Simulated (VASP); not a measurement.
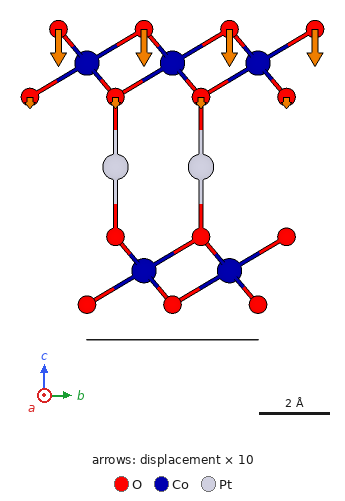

A relaxation of a slab of composition Co2PtO4. The starting structure is drawn; orange arrows show the displacements, magnified 10 times.

A ball-and-stick model of the 3 × 2 repeat of the cell, outlined in the plane, without the vacuum, seen along the a axis.

The run lets the atoms move in a fixed cell. 3 atoms are held fixed.

Level of theory: Kohn-Sham DFT of a periodic cell, PBEsol with D3, VASP PAW PBE potentials, recommended in VASP.

Input
```
SYSTEM = Co2PtO4
ALGO = Normal ; DIPOL = 0.5 0.5 0.500
EDIFF = 1E-6 ; EDIFFG = -0.01
ENCUT = 520 ; GGA = PS
IBRION = 2 ; IDIPOL = 3
ISIF = 2 ; ISMEAR = -1
ISPIN = 2 ; IVDW = 11
LASPH = .True. ; LCHARG = .False.
LDIPOL = .True. ; LMAXMIX = 4
LORBIT = 11 ; LREAL = .False.
LWAVE = .False. ; MAGMOM = 0 0 0 0 2 2 0
NELM = 100 ; NSW = 60
PREC = Accurate ; SIGMA = 0.05
```

Command:
```bash
cat potpaw_PBE.64/O/POTCAR potpaw_PBE.64/Co/POTCAR potpaw_PBE.64/Pt/POTCAR > POTCAR
mpirun -np 1 vasp_std > vasp.out
```

**Which element moves most?**

Oxygen: up to 0.11 Å, against 0.02 Å for platinum.

**What happened in the run?**

The energy falls by 79.4 meV per cell of the calculation in 12 geometry steps. The largest force component goes from 1.6 to 1.6 eV/Å. An O atom moves most: 0.11 Å along the normal (−c). Largest moves by element: O 0.11 Å, Pt 0.02 Å, Co 0.01 Å. The cell stays as it was. Some distances before and after: Co–O 1.897 → 1.850 Å, O–Pt 2.000 → 1.983 Å, Co–O 1.897 → 1.908 Å. Among the angles between lasting bonds that change: Co–O–Co 96.2° → 99.5°, O–Co–O 96.2° → 99.5°, O–Co–O 180.0° → 176.9°.

Limits of the set-up: only the magnetic order of this start and cell was tried (total moment 1.0 μB per cell).
